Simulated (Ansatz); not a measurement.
```
B H
1.0
     4.02296    0.00000    0.04098
     0.00000    5.72521    0.00000
    -2.57260    0.00000    5.17374
B H
4 12
Direct
  0.64944 0.54399 0.65173
  0.35056 0.04399 0.84827
  0.35056 0.45601 0.34827
  0.64944 0.95601 0.15173
  0.59697 0.48603 0.83311
  0.40303 0.98603 0.66689
  0.40303 0.51397 0.16689
  0.59697 0.01397 0.33311
  0.34678 0.64288 0.47995
  0.65322 0.14288 0.02005
  0.65322 0.35712 0.52005
  0.34678 0.85712 0.97995
  0.90942 0.66448 0.68087
  0.09058 0.16448 0.81913
  0.09058 0.33552 0.31913
  0.90942 0.83552 0.18087
```

Space group P2₁/c.

All numbers below come from DFT LDA, scalar-relativistic, plane waves, PAW (Ansatz).

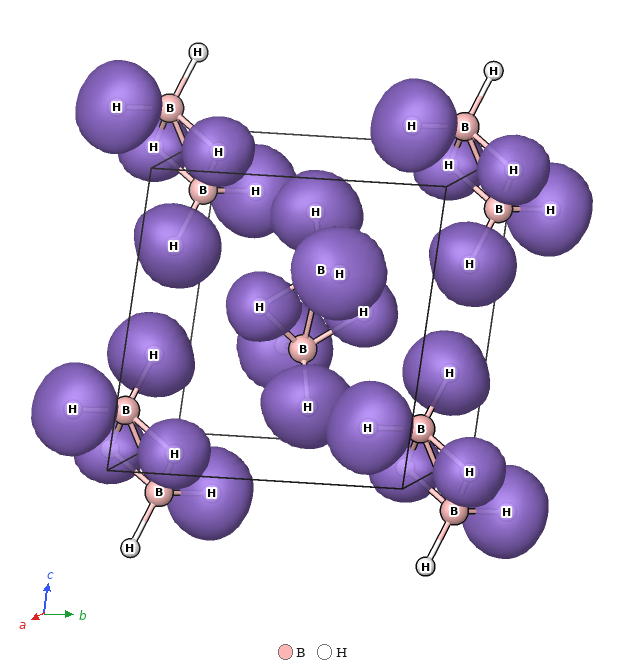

BH3. Isosurface of the ELF at 0.8 (purple), seen slightly off an axis. Only the valence region is drawn (cores and ρ < 0.01 e/Å³ removed). Sticks mark near contacts.

In a PAW calculation such maps are meaningful between the atoms, not at the nuclei.

Q: Where are the electrons localised?

A: At this value the surface marks out twelve regions around hydrogen nuclei, counted in one cell of 16 atoms. Any copies at cell faces, edges or corners count once. Along the contacts the grid gives the following. B–H (1.20 Å): the ELF is about 1 at the midpoint (an ordinary covalent bond to hydrogen). B–B (1.71 Å): the ELF peaks at about 0.75 between the atoms.

Q: Metal or insulator at this level of theory?

A: It is gapped, with a Kohn–Sham gap of 4.5 eV on the k-point mesh, an upper bound to the gap of this method.
